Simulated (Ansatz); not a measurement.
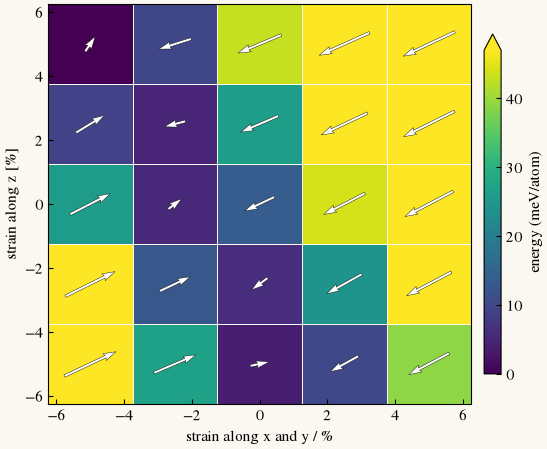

Energy landscape of Ag (Im-3m, No. 229; 1 atom in the cell). The cell is strained homogeneously, by one strain along x and y and another along z, with fractional coordinates fixed (x, y and z along the cube axes). First axis: strain along x and y. Second axis: strain along z. Grid: 5 × 5 points. Energies are in meV/atom, from the lowest grid point. The reference cell is the one listed in the database, not relaxed at this level. All numbers below come from DFT r2SCAN, scalar-relativistic, plane waves, PAW in Ansatz 0.2.0. Settings: cutoff 500 eV, k-mesh 20×20×20, gaussian smearing 0.15 eV, no spin polarisation.

In the figure: one coloured cell a grid point, arrows along the force (downhill), their lengths compressed, one colour for all values above the top of the scale. 

> Summarise what can be read from the map.

The lowest grid point is at strain along x and y = −5.0 %, strain along z = 5.0 %. It lies at the edge of the scanned range, so the true minimum may lie outside. The energy also falls towards the edge at strain along x and y = 0.0 %, strain along z = −5.0 % (3.9 meV/atom above the lowest), where a further well may lie outside the range. The highest grid point, strain along x and y = 5.0 %, strain along z = 5.0 %, lies 157 meV/atom above the lowest.
